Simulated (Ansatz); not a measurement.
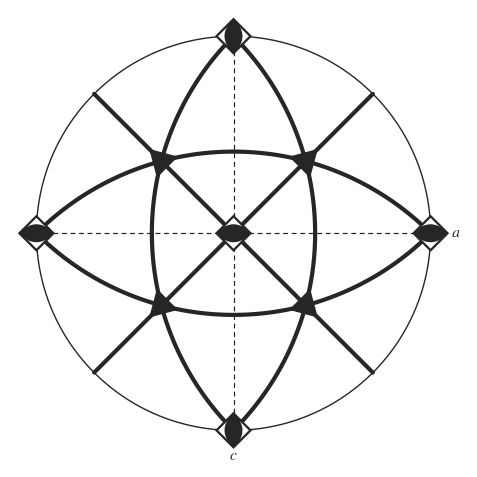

Stereographic projection: heavy lines are mirror planes (a heavy rim: a mirror in the plane of the page); lens, triangle, square and hexagon are 2-, 3-, 4- and 6-fold axes, a lens in an open square is −4, a triangle in an open hexagon −6; thin dashed diameters join the ends of axes that lie in the page; a small open circle marks inversion. The b axis points at the viewer. Computed from the symmetry operations of a computed or model structure of composition ZnS.

Question: Which point group is this?

Answer: -43m (Td), order 24, cubic system: three −4 axes, four threefold axes, six mirror planes.

Question: Can such a crystal be piezoelectric, pyroelectric or chiral?

Answer: It is not centrosymmetric; not polar, but piezoelectricity is allowed; it is not chiral.
